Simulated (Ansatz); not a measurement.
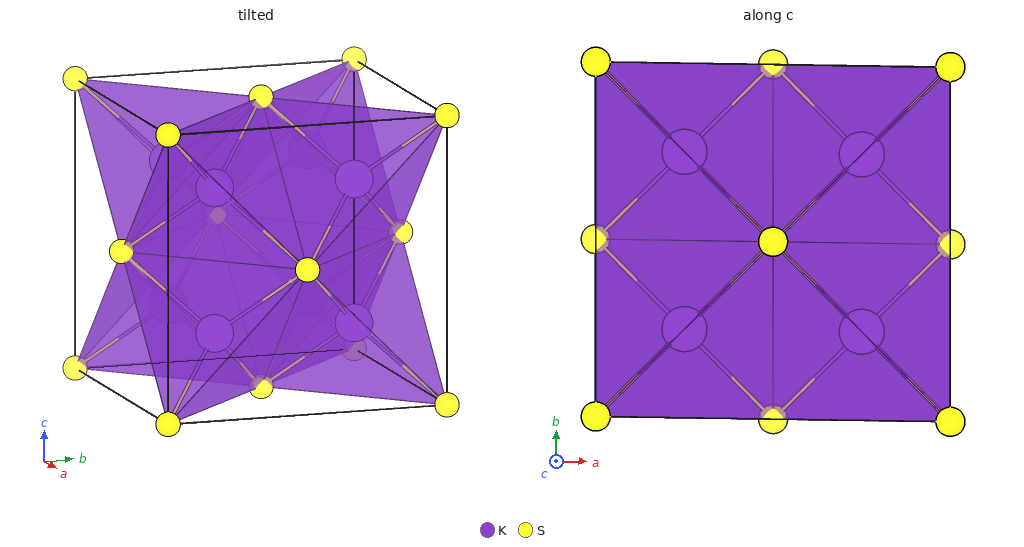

The figure gives a polyhedral picture of the atoms, viewed slightly off an axis and along the c axis. The wireframe shows the drawn cell (a repeat of the simulation cell).

K2S, a = 7.406 Å, b = 7.406 Å, c = 7.406 Å, α = 90.00°, β = 90.00°, γ = 90.86°. Strictly the space group is Immm (No. 71, within 0.01 Å). It is a distorted form of a face-centred cubic structure, space group Fm-3m (No. 225) within 0.25 Å: antifluorite. It goes back to a structure type filled with these elements by a generator (whether the compound takes this form wasn't checked). The cell was then strained or its atoms displaced on purpose. It was run through Ansatz as a DFT input.

This one geometry was computed with Ansatz (DFT, plane waves, PAW) at three levels of theory: PBE, HSE06 and r2SCAN. It was relaxed with r2SCAN and then strained.

> How does the band gap change with the level of theory?

PBE: a gap of 2.37 eV, indirect; r2SCAN: a gap of 2.74 eV, indirect; HSE06: a gap of 3.30 eV, indirect.

> Collect the results in a table.

| level | cutoff (eV) | k-mesh of the run's cell | gap (eV) | pressure (GPa) |
| --- | --- | --- | --- | --- |
| PBE | 420 | 6×6×6 | 2.37 | 0.4 |
| HSE06 | 420 | 4×4×4 | 3.30 | 0.1 |
| r2SCAN | 500 | 6×6×6 | 2.74 | 0.0 |

Gaps are taken on the k-mesh or band path of each run.
